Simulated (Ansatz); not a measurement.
Run report: Sn, single-point calculation

System: Sn (Immm, 1 atom in the cell).
Method: DFT PBE, scalar-relativistic, plane waves, PAW, no spin polarisation (Ansatz 0.2.0).

The structure derives from an entry of the Crystallography Open Database. It belongs to a series of runs on one base structure; here: strain +0.0225 x Voigt [1, -1, 0, 0, 0, 0], atoms carried along. Figures and captions count atoms from 1; the log counts them from 0 in places.

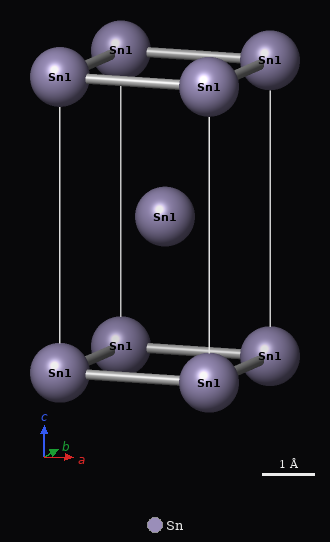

Figure 1. The structure (ball-and-stick view of the cell 2 times as large as that of the calculation, set on its symmetry axes, seen slightly off an axis; atoms are numbered from 1 in the order of the input). Near neighbours in the crystal (not all of them lie inside the picture): Sn has 4 Sn at 3.11 to 3.25 Å.

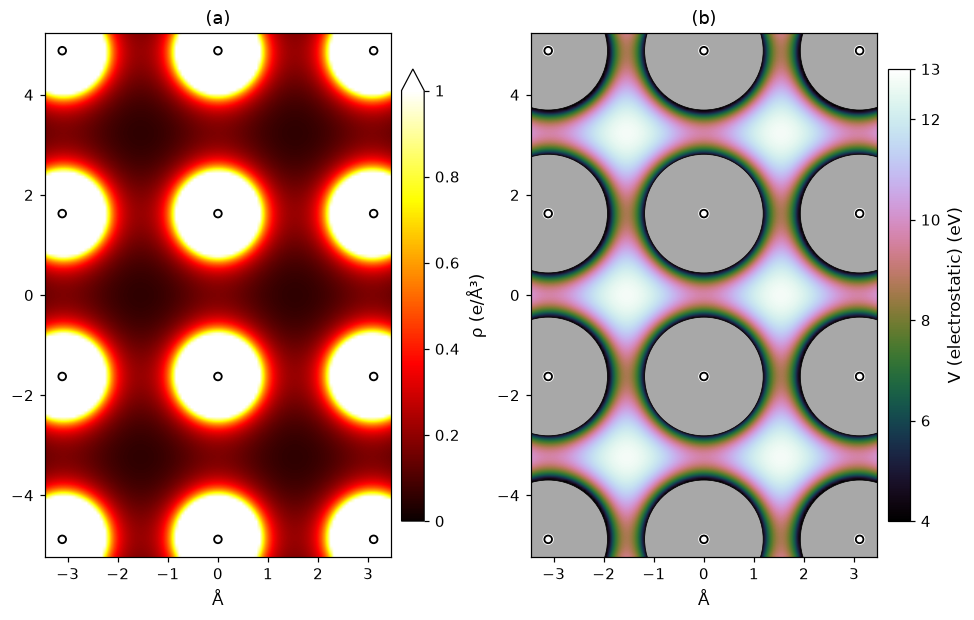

Figure 2. (a) valence pseudo-density; (b) electrostatic potential (local pseudopotential plus Hartree) felt by an electron on the (001) plane of the conventional cell. Circles mark the nuclei in the plane (Sn). Grey discs, where drawn, cover atomic cores. The section cuts through Sn sites. Sn–Sn (3.11 Å): the density is about 0.21 e/Å³ at the midpoint. Sn–Sn (3.25 Å): the density is about 0.17 e/Å³ at the midpoint. Away from the nuclei the density in this plane falls to 0.06 e/Å³ at its lowest. Outside the cores the potential energy rises away from the atoms and is highest about 2.2 Å from the nearest atoms; outside the discs it spans about 9 eV, and its zero is arbitrary. Core electrons are frozen (PAW), so the fields are smoothed inside the atomic spheres.

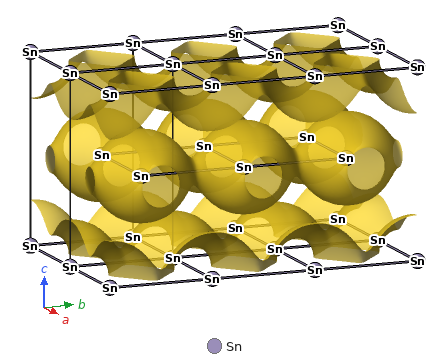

Figure 3. Isosurface of the valence charge density (pseudo) at 0.15 e/Å³ (yellow), seen slightly off an axis. Sticks mark near contacts. The outline is the cell set on symmetry axes. At this value the density is joined into sheets; it holds about 90 % of the electrons treated as valence (semicore included). On the grid the lowest density along these lines, outside the cores, is 0.21 e/Å³ (Sn–Sn, 3.11 Å) and 0.17 e/Å³ (Sn–Sn, 3.25 Å).

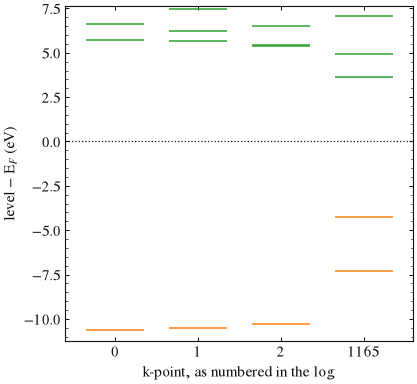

Figure 4. Kohn–Sham levels near the Fermi level (dotted) at the few k-points that the log prints; levels within 0.02 eV of each other stand side by side. The system is metallic on the full mesh.

The input that produced these results follows, with the program's output.

The input:
```yaml
crystal:
  lattice:
    - [-1.626541875, 1.554958125, 2.91565]
    - [1.626541875, -1.554958125, 2.91565]
    - [1.626541875, 1.554958125, -2.91565]
  atoms:
    - { symbol: Sn, position: [0.0, 0.0, 0.0] }
basis:
  ecutwfc: 420
kpoints:
  mp_grid: { grid: [20, 20, 20] }
hamiltonian:
  xc: pbe
scf:
  occupations: { method: gaussian, width: 0.15 }
output:
  forces: true
  stress: true
  eigenvalues: true
  write_density: true
  write_potential: true
  elf: true
  volumetric_format: npy
```

Command:
```bash
ansatz run input.yaml --threads 1 --pin off --max-ram 2560MiB --backend cpu --events-out ev --progress --plain --runs-dir out
```

What the program printed:
```
Engine: ansatz 0.2.0, x86_64-unknown-linux-gnu
Pseudopotentials: kind: paw
Pseudopotential: Sn, paw, valence charge 14, recommended cutoff 420 eV (normal), Sn.paw.azcp
Functional definition: PBE
  parameter kappa = 0.804
  parameter beta = 0.06672455060314922
  exchange = pbe_x(kappa = kappa, mu = beta*pi^2/3)
  correlation = pbe_c(beta = beta)
Crystal: 1 atoms, lattice volume = 29.497 Å³
Basis set: ecut = 420 eV, 569 PW (Γ), exchange–correlation on 50×50×50 points (8 copies of the dense FFT grid, shifted against one another)
Bands: 11, of which v1, the nominal top of the filled ones, is band 7 counted from 1 (6 counted from 0)
Symmetry: 8 space group operations
Space group: Immm (ITA 71), of the structure as read, at distance tolerance 3.1e-5 Å
k-points: 1166 of 8000
Non-local potential: Sn, projectors of the file, l = 0: 2, l = 1: 2, l = 2: 2, l = 3: 2
PAW form: soft (Blöchl's): semilocal exchange-correlation on the pseudo side does not see the compensation charge
PAW one-centre angular grid: Sn, 590 points (default); XC on 64 Gauss nodes
Initial density: superposition of atomic densities (neutral atoms: chi_scale 0, normalization atom), corrected by the library's trained network
Initial wavefunctions: pseudopotential atomic-orbital guess
Functional: x = pbe(κ = 0.804, μ = 0.2195149727645171), c = pbe(β = 0.06672455060314922)
SCF iter   1: F=—  HF=-6024.105318 eV  |F-HF|=—  |Δ(HF+E_count)|=         —  Δρ=8.96e-4  dr2=1.87e-4  ethr=1.77e-3  ⟨swp⟩=5.0  Hψ=74547  notcnv=0
preconditioner: auto → Kerker (q_TF=auto, 2.410 Å⁻¹)  [metal: Δε(μ)=0.003 eV  Ē_g=22.835 eV  σ=0.150 eV  W_gap=0.01  n_scr=10 (ndim 8)  ℏωp=25.6 eV  f_vac=0.000  D(μ)=0.63/eV (n_scr^D=0)]
SCF iter   2: F=—  HF=-6024.104825 eV  |F-HF|=—  |Δ(HF+E_count)|=   4.92e-4  Δρ=5.78e-4  dr2=8.27e-5  ethr=1.34e-6  ⟨swp⟩=2.1  Hψ=29402  notcnv=0
SCF iter   3: F=—  HF=-6024.104861 eV  |F-HF|=—  |Δ(HF+E_count)|=   3.55e-5  Δρ=2.20e-4  dr2=1.29e-5  ethr=5.90e-7  ⟨swp⟩=3.0  Hψ=20919  notcnv=0
SCF iter   4: F=—  HF=-6024.104865 eV  |F-HF|=—  |Δ(HF+E_count)|=   4.50e-6  Δρ=6.68e-5  dr2=9.01e-7  ethr=9.19e-8  ⟨swp⟩=2.0  Hψ=14993  notcnv=0
iter 5 did not close the SCF: its close was put off for the readings that it lacked (scf_convergence_deferred on its scf_iter line)
SCF iter   5: F=-6024.104865 eV  HF=-6024.104865 eV  |F-HF|=1.05e-8  |Δ(HF+E_count)|=   6.65e-7  Δρ=9.13e-6  dr2=1.72e-8  ethr=6.43e-9  ⟨swp⟩=2.0  Hψ=20814  notcnv=0
SCF iter   6: F=-6024.104865 eV  HF=-6024.104865 eV  |F-HF|=2.04e-10  |Δ(HF+E_count)|=   1.30e-8  Δρ=1.13e-6  dr2=3.25e-10  ethr=1.23e-10  ⟨swp⟩=6.0  Hψ=67941  notcnv=0
SCF 1 converged in 6 iterations: F = -6024.104865 eV  dr2 = 3.25e-10
  greatest PAW one-centre occupation: 0.991 electrons in one spin orbital (limit 2), on the Sn atom at site 0 (counted from 0), in its partial waves of l = 2
SCF converged after 6 iterations
Free energy (F): -6024.104865 eV
Harris-Foulkes:  -6024.104865 eV  (|F-HF|=2.04e-10)
Internal energy: -6024.097803 eV  (E = F + TS)
E sigma→0 (E₀):  -6024.101334 eV
Entropy (-TS):   -0.007062 eV (-7.062 meV/atom)
Fermi energy:    9.718734 eV
--- Per-component energies (eV) ---
  E_band       = -96.620079
  E_kinetic    = 185.209201
  E_local      = -889.126458  (includes V_loc(G=0)·N_el)
  E_nonlocal   = -32.749386
  E_hartree    = 544.243057
  E_xc         = -382.484698
  E_vxc        = -95.752472  (∫ρ·V_xc dr)
  E_paw        = -4134.705586  (= ΣΔE_a)
  E_vpaw       = -352.687248  (= ΣTr[D̂ρ^β])
  E_aug_tail   = -0.000000  (compensation charges beyond the density's cutoff)
  E_ewald      = -1314.483932
  E_smearing   = -0.007062  (= −TS)
  E_closure    = 0.000000  (closes the sum)
  Σ components = -6024.104865   (vs F -6024.104865, Δ=0.00e0)
--- Forces (eV/Å), atoms counted from 1 ---
  atom   1  Sn     0.00000000     0.00000000     0.00000000
  max |Σ_I F_I| component: 0.00e0 eV/Å
--- Stress (GPa, compression-positive) ---
       -2.201962       0.000000       0.000000
        0.000000       1.212040       0.000000
        0.000000       0.000000      -3.486640
  P = ⅓ Tr σ = -1.4922 GPa (-14.922 kbar)
--- Band table (eV; the first three rows and the last of 1166) ---
  k-point 0: bands = ["-11.9483", "-11.8509", "-11.7813", "-11.7557", "-11.6816", "-0.8786", "15.4295", "16.3495", "17.6493", "20.1831", "20.6279"]
  k-point 1: bands = ["-11.9398", "-11.8476", "-11.7820", "-11.7574", "-11.6850", "-0.8023", "15.3617", "15.9618", "17.1870", "19.9539", "20.2846"]
  k-point 2: bands = ["-11.9151", "-11.8381", "-11.7847", "-11.7613", "-11.6951", "-0.5731", "15.0943", "15.1354", "16.2357", "19.0778", "20.0147"]
  k-point 1165: bands = ["-11.9710", "-11.8640", "-11.7145", "-11.6983", "-11.6689", "2.4474", "5.4838", "13.3537", "14.6516", "16.7972", "18.1251"]
```

Key numbers:

- outcome: converged
- space group (tolerance 0.01 Å): Immm (71)
- electrons treated: 14
- free energy: −6024.1049 eV
- Fermi energy: 9.719 eV
- gap on the k-point mesh: none (metallic)
- pressure: −1.49 GPa
- largest force (length of the vector): under 0.001 eV/Å
- hardware: 1 thread of Intel Xeon @ 2.50GHz (Skylake/Cascade Lake), 192 GiB of memory available, shared host
- wall time: 42 s
- peak memory: 0.67 GiB
